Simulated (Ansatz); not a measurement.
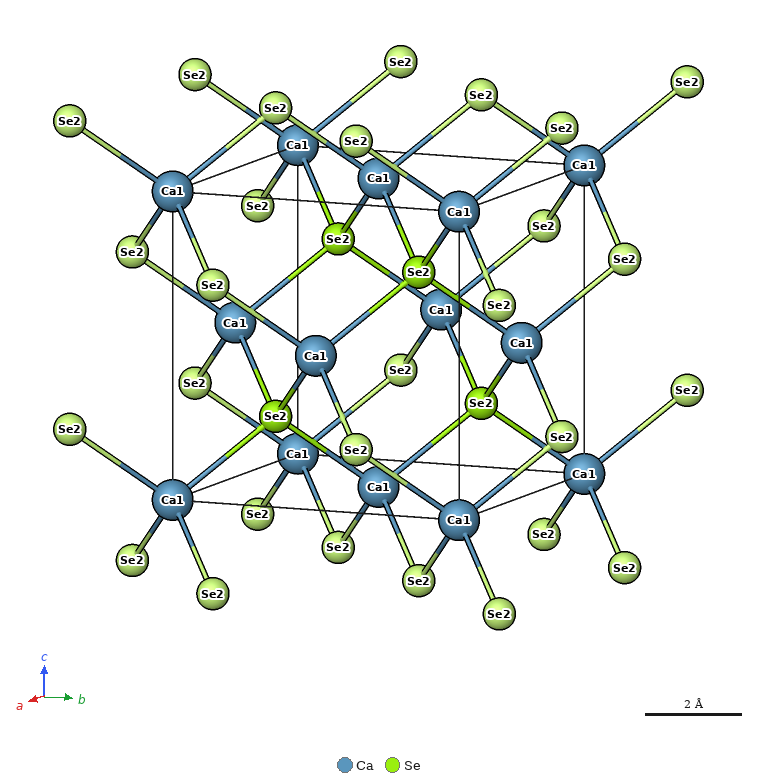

Figure 1. The structure (ball-and-stick view of the cell 4 times as large as that of the calculation, set on its symmetry axes, seen slightly off an axis; neighbours outside the cell are drawn fainter; atoms are numbered from 1 in the order of the input). Near neighbours in the crystal (not all of them lie inside the picture): Ca has 4 Se at 2.84 Å; Se has 4 Ca at 2.84 Å.

CaSe: single-point calculation

CaSe (F-43m, 2 atoms in the cell), computed with DFT, r2SCAN, dispersion d3bjatm, plane waves, PAW, no spin polarisation (Ansatz 0.2.0).

The structure was built on a prototype by a generator; it need not be a known phase. Figures and captions count atoms from 1; the log counts them from 0 in places.

## The program's output
```
Engine: ansatz 0.2.0, aarch64-unknown-linux-gnu
Pseudopotentials: kind: paw
Pseudopotential: Ca, paw, valence charge 10, recommended cutoff 500 eV (meta_gga), Ca.paw.azcp
Pseudopotential: Se, paw, valence charge 16, recommended cutoff 500 eV (meta_gga), Se.paw.azcp
Functional definition: r2SCAN
  parameter k0 = 0.174
  parameter k1 = 0.065
  parameter a1 = 4.9479
  exchange = r2scan_x(k0 = k0, k1 = k1, a1 = a1)
  correlation = r2scan_c
Crystal: 2 atoms, lattice volume = 70.543 Å³
Basis set: ecut = 500 eV, 1807 PW (Γ), exchange–correlation on 144×144×144 points (64 copies of the dense FFT grid, shifted against one another)
Bands: 17, of which v1, the nominal top of the filled ones, is band 13 counted from 1 (12 counted from 0)
Symmetry: 24 space group operations
Space group: F-43m (ITA 216), of the structure as read, at distance tolerance 4.1e-5 Å
k-points: 16 of 216 (time reversal used)
Non-local potential: Ca, projectors of the file, l = 0: 3, l = 1: 2, l = 2: 2
Non-local potential: Se, projectors of the file, l = 0: 2, l = 1: 2, l = 2: 3, l = 3: 1
PAW form: soft (Blöchl's): semilocal exchange-correlation on the pseudo side does not see the compensation charge
PAW frozen core: Ca, regenerated for the run's functional (the file was generated under x = pbe(κ = 0.804, μ = 0.2195149727645171), c = pbe(β = 0.06672455060314922))
PAW frozen core: Se, regenerated for the run's functional (the file was generated under x = pbe(κ = 0.804, μ = 0.2195149727645171), c = pbe(β = 0.06672455060314922))
PAW one-centre angular grid: Ca, 302 points (default); XC on 160 Gauss nodes
PAW one-centre angular grid: Se, 590 points (default); XC on 160 Gauss nodes
Initial density: superposition of atomic densities (neutral atoms: chi_scale 0, normalization atom), corrected by the library's trained network
Initial wavefunctions: pseudopotential atomic-orbital guess
Functional: x = r2scan, c = r2scan; τ floored in thin density (d = 2e-4 eV/Å³)
SCF iter   1: F=—  HF=-7304.028077 eV  |F-HF|=—  |Δ(HF+E_count)|=         —  Δρ=4.98e-3  dr2=2.79e-2  dr2_τ=9.25e-3  ethr=1.77e-3  ⟨swp⟩=16.4  Hψ=1534  notcnv=0
preconditioner: auto → none  [insulator: Δε(μ)=3.795 eV  Ē_g=9.051 eV  σ=0.050 eV  W_gap=1.00  n_scr=14 (ndim 8)  ℏωp=12.5 eV  f_vac=0.189  D(μ)=0.00/eV (n_scr^D=0)  ε∞_Penn≈2.9]
iter 2 solved again at ethr=7.60e-6 eV; its pass at ethr=1.07e-4 eV (dr2=1.98e-3 eV) is discarded
SCF iter   2: F=—  HF=-7304.061586 eV  |F-HF|=—  |Δ(HF+E_count)|=   3.35e-2  Δρ=1.71e-3  dr2=1.98e-3  dr2_τ=4.32e-4  ethr=7.60e-6  ⟨swp⟩=3.3  Hψ=1409  notcnv=0
SCF iter   3: F=—  HF=-7304.061538 eV  |F-HF|=—  |Δ(HF+E_count)|=   4.86e-5  Δρ=7.82e-4  dr2=2.65e-4  dr2_τ=2.33e-5  ethr=7.60e-6  ⟨swp⟩=3.0  Hψ=551  notcnv=0
SCF iter   4: F=—  HF=-7304.061699 eV  |F-HF|=—  |Δ(HF+E_count)|=   1.62e-4  Δρ=2.42e-4  dr2=2.83e-5  dr2_τ=4.78e-6  ethr=1.02e-6  ⟨swp⟩=2.6  Hψ=496  notcnv=0
SCF iter   5: F=—  HF=-7304.061720 eV  |F-HF|=—  |Δ(HF+E_count)|=   2.09e-5  Δρ=5.85e-5  dr2=1.88e-6  dr2_τ=1.36e-7  ethr=1.09e-7  ⟨swp⟩=4.0  Hψ=761  notcnv=0
SCF iter   6: F=—  HF=-7304.061719 eV  |F-HF|=—  |Δ(HF+E_count)|=   9.01e-7  Δρ=2.59e-5  dr2=2.34e-7  dr2_τ=1.56e-8  ethr=7.23e-9  ⟨swp⟩=3.1  Hψ=662  notcnv=0
SCF iter   7: F=—  HF=-7304.061719 eV  |F-HF|=—  |Δ(HF+E_count)|=   4.88e-8  Δρ=8.09e-6  dr2=9.85e-8  dr2_τ=3.24e-9  ethr=9.01e-10  ⟨swp⟩=4.8  Hψ=823  notcnv=0
SCF iter   8: F=-7304.061719 eV  HF=-7304.061719 eV  |F-HF|=3.36e-8  |Δ(HF+E_count)|=   5.80e-8  Δρ=3.36e-6  dr2=1.68e-8  dr2_τ=9.31e-11  ethr=3.79e-10  ⟨swp⟩=3.0  Hψ=565  notcnv=0
SCF 1 converged in 8 iterations: F = -7304.061719 eV  dr2 = 1.68e-8
  Residual-converged pass: ⟨swp⟩=6.8  Hψ=1166  notcnv=0  max |occ|·‖R‖ = 9.3e-9 eV (tolerance 1.0e-8 eV)  dr2=1.43e-8  dr2_τ=6.95e-11  dr2_onsite=2.19e-8  max |Δocc| = 0.0e0
  greatest PAW one-centre occupation: 1.000 electrons in one spin orbital (limit 2), on the Se atom at site 1 (counted from 0), in its partial waves of l = 2
SCF converged after 8 iterations
Free energy (F): -7304.061719 eV
Harris-Foulkes:  -7304.061719 eV  (|F-HF|=3.36e-8)
Internal energy: -7304.061719 eV  (E = F + TS)
E sigma→0 (E₀):  -7304.061719 eV
Fermi energy:    4.662503 eV
--- Per-component energies (eV) ---
  E_band       = -610.346505
  E_kinetic    = 397.600989
  E_local      = -3799.750926  (includes V_loc(G=0)·N_el)
  E_nonlocal   = -533.232976
  E_hartree    = 1731.132924
  E_xc         = -236.029051
  E_vxc        = -301.053728  (∫ρ·V_xc dr)
  E_paw        = -2788.202278  (= ΣΔE_a)
  E_vpaw       = 146.760844  (= ΣTr[D̂ρ^β])
  E_aug_tail   = -0.000212  (compensation charges beyond the density's cutoff)
  E_vtau       = 17.057540  (kinetic-family band-sum trace: ∫τ·v_τ [+ j·A + Jᵃ·Aᵃ] dr)
  E_ewald      = -2073.367749
  E_disp       = -0.227004  (pairwise vdW)
  E_core_change = -1.985436  (= ΣΔE_core)
  E_smearing   = -0.000000  (= −TS)
  E_closure    = -0.000000  (closes the sum)
  Σ components = -7304.061719   (vs F -7304.061719, Δ=0.00e0)
--- Forces (eV/Å), atoms counted from 1 ---
  atom   1  Ca     0.00000000    -0.00000000    -0.00000000
  atom   2  Se    -0.00000000     0.00000000     0.00000000
  max |Σ_I F_I| component: 1.76e-16 eV/Å
--- Stress (GPa, compression-positive) ---
       -0.492487      -0.000000      -0.000000
        0.000000      -0.492487       0.000000
       -0.000000       0.000000      -0.492487
  P = ⅓ Tr σ = -0.4925 GPa (-4.925 kbar)
--- Band table (eV; the first three rows and the last of 16) ---
  k-point 0: bands = ["-42.6246", "-42.6246", "-42.6246", "-42.6210", "-42.6210", "-37.7909", "-17.9181", "-17.9181", "-17.9181", "-7.9013", "2.7224", "2.7224", "2.7224", "6.5122", "8.7541", "8.7541", "10.8061"]
  k-point 1: bands = ["-42.6246", "-42.6246", "-42.6246", "-42.6210", "-42.6210", "-37.7904", "-17.9301", "-17.9196", "-17.9196", "-7.8347", "2.3292", "2.7449", "2.7449", "7.2709", "8.6275", "8.6275", "10.3520"]
  k-point 2: bands = ["-42.6247", "-42.6246", "-42.6246", "-42.6210", "-42.6210", "-37.7894", "-17.9539", "-17.9225", "-17.9225", "-7.6997", "1.7890", "2.7833", "2.7833", "8.3092", "8.6467", "8.6467", "9.5581"]
  k-point 15: bands = ["-42.6248", "-42.6246", "-42.6245", "-42.6210", "-42.6210", "-37.7881", "-17.9644", "-17.9364", "-17.9323", "-7.5443", "1.8280", "2.4182", "2.7139", "6.9140", "8.3449", "9.3466", "9.5932"]
```

## File rho_z.tsv
```
# z_ang	rho[e/angstrom^3]
# format = ansatz-planar-average/11
# lattice	0.000000000	3.279506044	3.279506044
# lattice	3.279506044	0.000000000	3.279506044
# lattice	3.279506044	3.279506044	0.000000000
# sites	2
# site	20	0.000000000	0.000000000	0.000000000
# site	34	1.639753022	1.639753022	1.639753022
0.000000	5.336685e-1
0.128831	5.442955e-1
0.257662	5.382518e-1
0.386493	5.281819e-1
0.515325	5.349941e-1
0.644156	5.868735e-1
0.772987	7.062516e-1
0.901818	8.810124e-1
1.030649	1.044373e0
1.159480	1.102702e0
1.288312	1.008454e0
1.417143	8.029639e-1
1.545974	5.757380e-1
1.674805	3.933562e-1
1.803636	2.725598e-1
1.932467	1.993472e-1
2.061299	1.548887e-1
2.190130	1.256434e-1
2.318961	1.032657e-1
2.447792	8.451815e-2
2.576623	6.925630e-2
2.705454	5.719896e-2
2.834286	4.790565e-2
2.963117	4.123634e-2
3.091948	3.717699e-2
3.220779	3.628655e-2
3.349610	3.974876e-2
3.478441	4.968995e-2
3.607273	6.945175e-2
3.736104	1.028712e-1
3.864935	1.529582e-1
3.993766	2.195238e-1
4.122597	2.974155e-1
4.251428	3.771659e-1
4.380260	4.478712e-1
4.509091	5.013639e-1
```

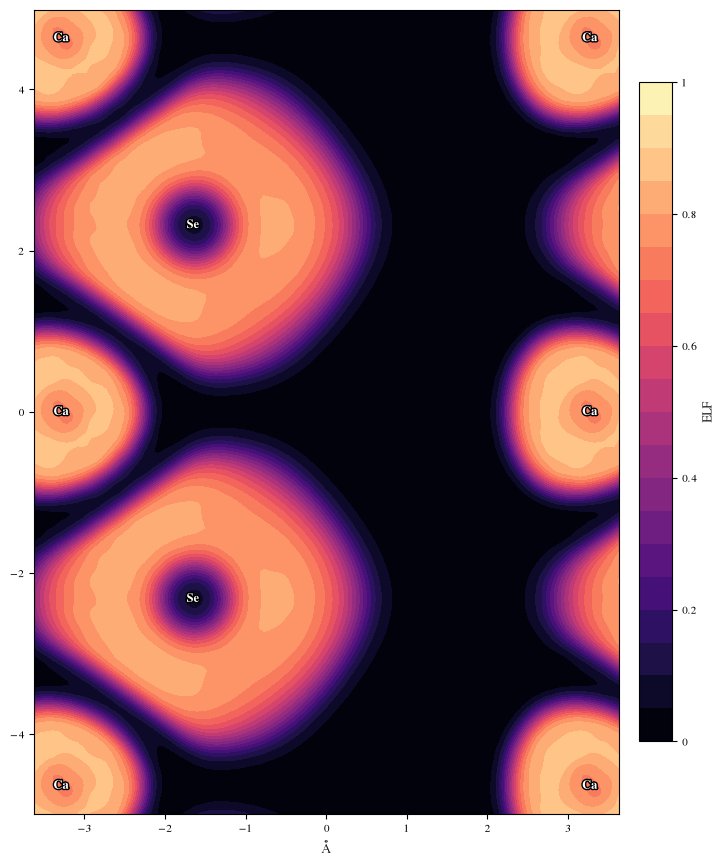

Figure 2. ELF on the (011) plane of the conventional cell. Atoms in the plane: Ca and Se. The strong features right at Ca lie inside the PAW spheres (semicore, d or f shells) and say nothing about bonding. The fields are those of the smooth PAW valence density.

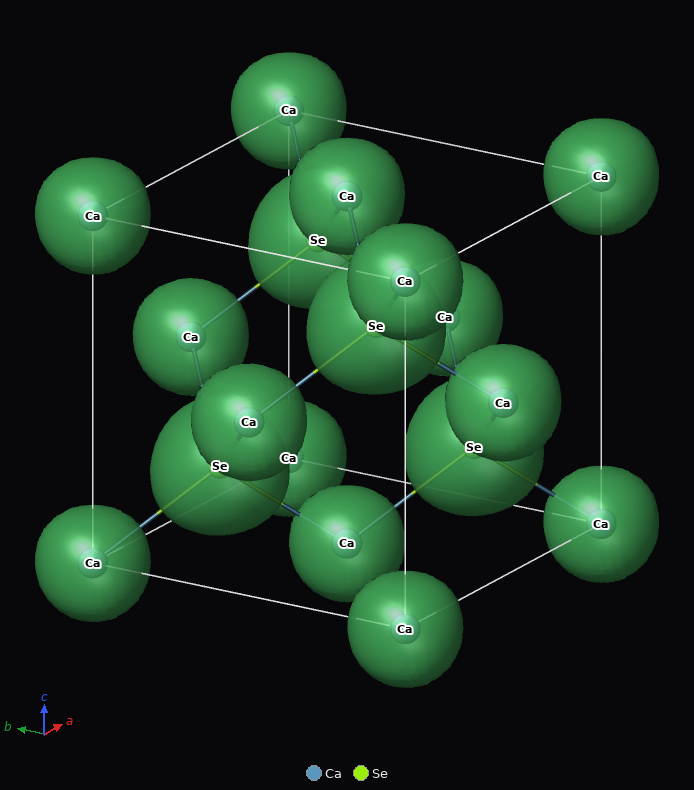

Figure 3. Isosurface of the valence electron density at 0.3 e/Å³ (green), seen at an oblique angle. Sticks mark near contacts. The outline is the cell set on symmetry axes. At this value the density breaks into separate islands; it holds about 85 % of the electrons treated as valence (semicore included). It is pinched off along the Ca–Se (2.84 Å) contacts. On the grid the lowest density along these lines, outside the cores, is 0.2 e/Å³ (Ca–Se, 2.84 Å).

The run was set up as follows.

## Input file
```yaml
crystal:
  lattice:
    - [0.0, 3.2795060436, 3.2795060436]
    - [3.2795060436, 0.0, 3.2795060436]
    - [3.2795060436, 3.2795060436, 0.0]
  atoms:
    - { symbol: Ca, position: [0.0, 0.0, 0.0] }
    - { symbol: Se, position: [0.25, 0.25, 0.25] }
basis:
  ecutwfc: 500
  ecutrho_ratio: 4
kpoints:
  mp_grid: { grid: [6, 6, 6] }
hamiltonian:
  xc: r2scan
  dispersion: d3bjatm
scf:
  occupations: { method: gaussian, width: 0.05 }
  eigensolver: { kind: davidson }
output:
  forces: true
  stress: true
  write_density: true
  write_potential: true
  elf: true
  volumetric_format: npy
```

Launched with:
```bash
ansatz run input.yaml --threads 2 --pin off --max-ram 2662MiB --backend cpu --events-out ev --progress --plain --runs-dir out
```

## Summary

- outcome: converged
- space group (tolerance 0.01 Å): F-43m (216)
- electrons treated: 26
- free energy: −7304.0617 eV
- Fermi energy: 4.663 eV
- gap on the k-point mesh: 3.70 eV
- pressure: −0.49 GPa
- largest force (length of the vector): under 0.001 eV/Å
- hardware: 2 threads of Arm Neoverse V1, 24 GiB of memory available, shared host
- wall time: 5.2 s (CPU time 10 s)
- peak memory: 0.5 GiB

## Remarks

Settings chosen away from the usual ones: scf.eigensolver.kind = "davidson", hamiltonian.dispersion = "d3bjatm".
